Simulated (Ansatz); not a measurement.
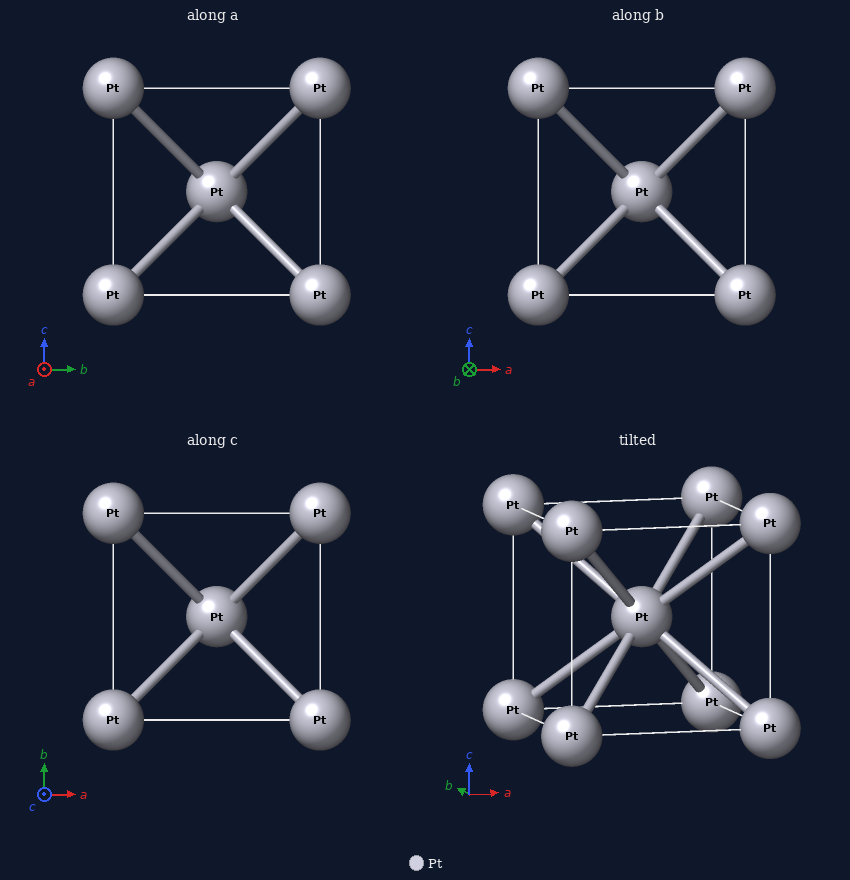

Ball-and-stick drawing of the structure, looking along the a axis, along the b axis, along the c axis and slightly off an axis. One conventional unit cell is outlined, and atoms on its boundary appear in each equivalent place.

Lattice parameters: a = 3.286 Å, b = 3.286 Å, c = 3.286 Å, α = 90.00°, β = 90.00°, γ = 90.00°. Put a along x and b in the xy plane.

Question: Express the structure as a POSCAR file.

Answer:
```
Pt
1.0
     3.286    0.000    0.000
     0.000    3.286    0.000
     0.000    0.000    3.286
Pt
2
Direct
  0.0000 0.0000 0.0000
  0.5000 0.5000 0.5000
```

The structure comes from a structure type filled with this element by a generator (whether the element takes this form wasn't checked). Earlier steps of the study may have refined or changed the cell and positions. It was the input of a calculation with Ansatz.

At this level of theory the cell isn't at rest (stretched, at -20 GPa), so its distances can differ from those at equilibrium, the more so the softer the solid.
